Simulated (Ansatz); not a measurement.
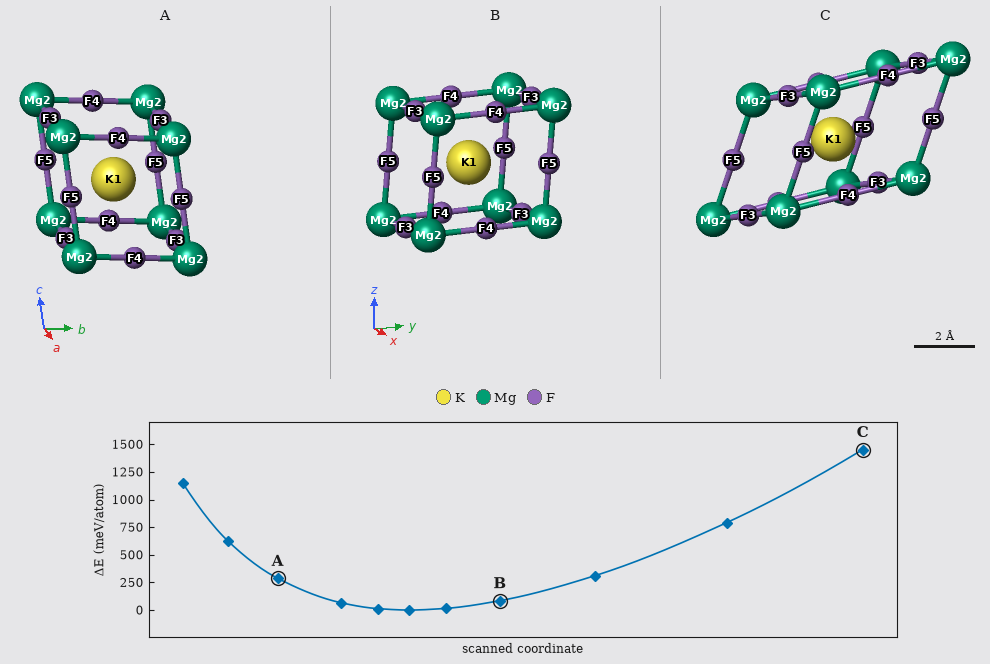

Frames of a one-coordinate scan of a crystal of KMgF₃ (Pm-3m). x, y and z are the Cartesian axes of the input. The picture is a ball-and-stick view of the cell of the calculation, seen slightly off an axis.

Method: DFT PBE, scalar-relativistic, plane waves, PAW in Ansatz. Set-up: plane-wave cutoff 420 eV; k-point mesh 6 × 6 × 6; occupations gaussian; smearing width 0.05 eV; no spin polarisation. Energies (free energies at the smearing named) are counted from the cell as listed in its source, which wasn't relaxed.

Question: Which coordinate changes from frame to frame?

Answer: The ratio of the cell's length along [111] to its lengths across, counted as 1 for the reference, is changed at fixed volume (a trigonal path), with the atoms kept at their fractional coordinates. In the frames the relative ratio is 0.71 (A), 1.20 (B), 2.00 (C). The lowest computed point lies at the relative ratio 1.00 (0 meV/atom). The end points stand at 1152 meV/atom (0.50) and 1453 meV/atom (2.00). The unrelaxed reference is under a pressure of 3.8 GPa. The distortion takes the space group from Pm-3m to R-3m. At the relative ratio 2.00 the cell of the drawing goes a 3.986 → 4.474 Å, b 3.986 → 4.474 Å, c 3.986 → 4.474 Å, α 90.0° → 60.0°, β 90.0° → 60.0°, γ 90.0° → 60.0°.
